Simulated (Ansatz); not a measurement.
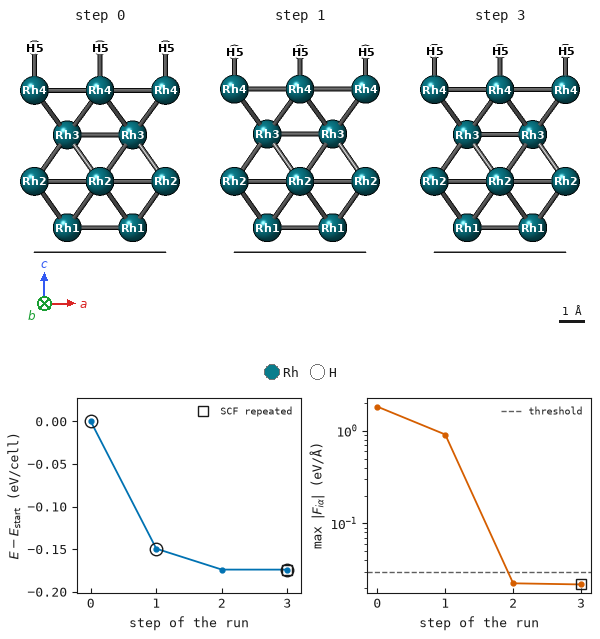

Frames of a constrained relaxation of a slab of composition HRh4 (cut from the Fm-3m phase), marked on the history of the run. Style: ball-and-stick. Shown: the 2 × 3 repeat of the cell, outlined in the plane, without the vacuum, along the b axis.

Case: H put at a top Rh site. The slab is the (1 0 0) face of Rh with H on it. 2 atoms are held fixed.

All numbers below come from Ansatz, DFT PBEsol, scalar-relativistic, plane waves, PAW. (plane-wave cutoff 420 eV; k-point mesh 11 × 11 × 1; occupations gaussian; smearing width 0.1 eV; no spin polarisation; dipole correction; atoms relaxed in a fixed cell; force threshold 0.03 eV/Å; at most 70 steps)

Q: What happens along the run?

A: The largest move is that of H5, 0.14 Å along the normal (−c). By element the largest moves are H 0.14 Å, Rh 0.03 Å. The cell stays as it was. Some distances before and after: Rh4–H5 1.740 → 1.566 Å, Rh2–Rh3 2.676 → 2.688 Å, Rh3–Rh4 2.621 → 2.631 Å. The energy falls by 0.174 eV per cell of the calculation in 2 accepted moves (3 points after the start). Largest force component: 1.8 eV/Å at the start, 0.022 eV/Å at the end. 1 step only repeated the SCF at the same geometry. Cost: 94 s on 1 thread of Arm Neoverse V1, with other jobs on the host, peak memory 0.41 GiB. From step 0 to 1: H5 moves most (0.18 Å), energy −0.149 eV per cell of the calculation. From step 1 to 3: H5 moves most (0.03 Å), energy −24.6 meV per cell of the calculation.

Limits of the set-up: the periodic images lie only 2.7 Å apart, so the values are limited by the cell's size.
